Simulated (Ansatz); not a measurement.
System I (space group I4/mmm, No. 139); source of the atomic positions: the input geometry of an electronic-structure calculation (not necessarily at equilibrium).

```cif
data_structure
_symmetry_space_group_name_H-M 'I4/mmm'
_symmetry_Int_Tables_number 139
_cell_length_a 3.2349
_cell_length_b 3.2349
_cell_length_c 8.5296
_cell_angle_alpha 90.000
_cell_angle_beta 90.000
_cell_angle_gamma 90.000
_cell_volume 89.26
loop_
_atom_site_label
_atom_site_type_symbol
_atom_site_symmetry_multiplicity
_atom_site_Wyckoff_symbol
_atom_site_fract_x
_atom_site_fract_y
_atom_site_fract_z
_atom_site_occupancy
I1 I 2 a 0.00000 0.00000 0.00000 1
```

Bonds are taken as I–I below 3.6 Å; no other contact counts. Simplification: prune 0- and 1-connected atoms, fold 2-connected ones into links.

Derive the underlying net.

The result is a uninodal 4-connected, two-periodic (layers) net: I is a 4-connected node. It is the sql net, known from the square lattice. The layers lie parallel to (001).

```csv
node,links,point symbol,coordination sequence
I,4,4^4.6^2,4 8 12 16 20 24
```

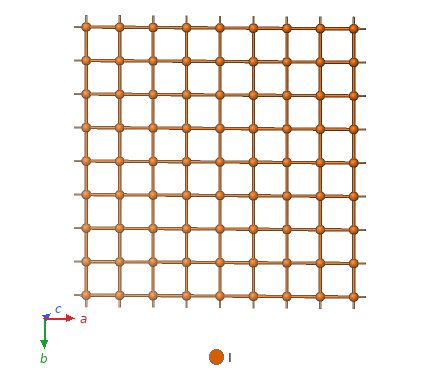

Nodes are coloured by element. One layer is drawn. Short stubs are edges that leave the cut-out.
